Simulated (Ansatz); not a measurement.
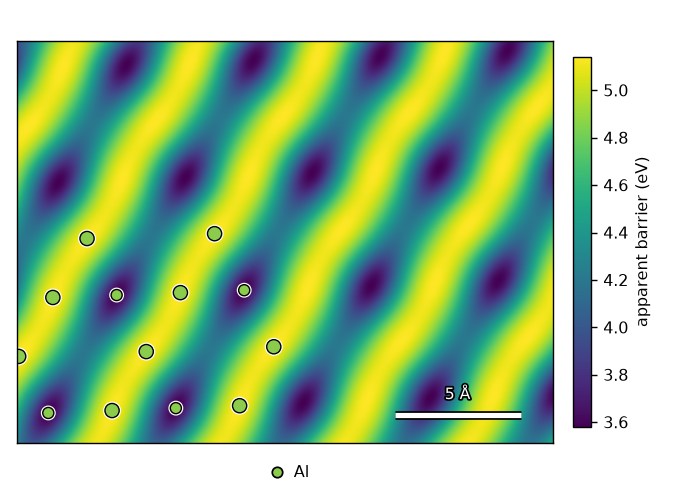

Map of the apparent barrier height, 0.952 eV Å² × (d ln I/dz)², 4.2 Å above TiAl3(110) (I4/mmm bulk, the cell from a database of computed structures, not from a measurement, 7 atomic planes (those closer than 0.6 Å count as one), 8 Å, Al-terminated, slab composition Al11Ti3) with one Ti vacancy per surface cell (the only one of its kind in that plane of the cell) at −0.25 V; lighter colours are higher.

Tersoff–Hamann simulation (s-wave tip); biases are sample biases. Bias windows are sharp sums over the levels of the k mesh.

Level of theory: Ansatz, DFT PBE+D3(BJ), scalar-relativistic, plane waves, PAW. Cutoff 420 eV, 11 × 11 k-points, Gaussian smearing 0.1 eV, dipole correction. The slab is a cut without reconstruction beyond its cell, at the source's lattice constants, with its lower half held fixed and the rest relaxed. The defects repeat every 5.1 Å and interact, so states at the Fermi level and the work function belong to this dense array. No spin polarisation. The run couldn't confirm all of its levels under its output density. The run warns that the functional's potential is rough in the thin density of the vacuum, where the tip is; weak contrasts and barriers may feel it.

Where is the apparent barrier highest and lowest, and over what range?

Answer. It is highest, 5.1 eV, over the top Al atoms, and lowest, 3.6 eV, over the Al atoms 1.3 Å below the top plane. The vacuum level lies 4.22 eV above zero bias.
